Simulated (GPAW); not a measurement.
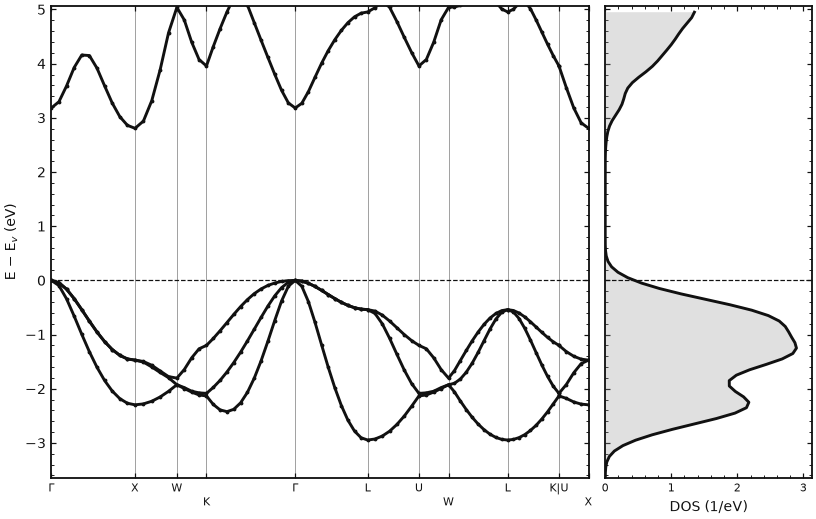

Band structure and density of states. Energies are counted from the top of the valence band. The DOS curve is built from the levels of the k mesh with Gaussians 0.55 eV wide, which also blur the band edges; ripples of that width can come from the mesh.

**Which Bravais lattice do the labels of the path belong to?**

A face-centred cubic lattice: the path Γ–X–W–K–Γ–L–U–W–L–K|U–X runs through the special points of its Brillouin zone.

System: antifluorite-type Li₂Se, space group Fm-3m, 3 atoms in the primitive cell.

Space group Fm-3m (No. 225). a = 6.005 Å, b = 6.005 Å, c = 6.005 Å, α = 90.00°, β = 90.00°, γ = 90.00°
| atom | site | symmetry | x | y | z |
| --- | --- | --- | --- | --- | --- |
| Se | 4a | m-3m | 0.0000 | 0.0000 | 0.0000 |
| Li | 8c | -43m | 0.2500 | 0.2500 | 0.7500 |

Method: LDA, the program's PAW data sets (release 1.2.1) made for this functional, no spin polarisation, no spin-orbit coupling, 8×8×8 k mesh, 800 eV cutoff (GPAW 26.7.0).

**Is there a gap? Give its size, its kind and where the band edges lie.**

The bands leave a gap. The gap along this path is 2.81 eV and indirect, from the valence-band top at Γ to the conduction-band bottom at X; the smallest direct gap is 3.18 eV, at Γ.

**Where is the tallest peak of the filled states in the window?**

Within the window shown, the tallest peak of the filled states lies 1.3 eV under the valence-band top, at about 2.9 states per eV and cell.

**What are the direct gaps at Γ, U and X?**

The direct gaps are 3.18 eV at Γ, 5.16 eV at U and 4.28 eV at X.

**How many bands meet at the valence-band top?**

Three bands meet at the valence-band top at Γ: it is triply degenerate (spin aside).

Spin-orbit coupling is left out, which matters for Se. LDA, GGA and most meta-GGA functionals understate gaps.
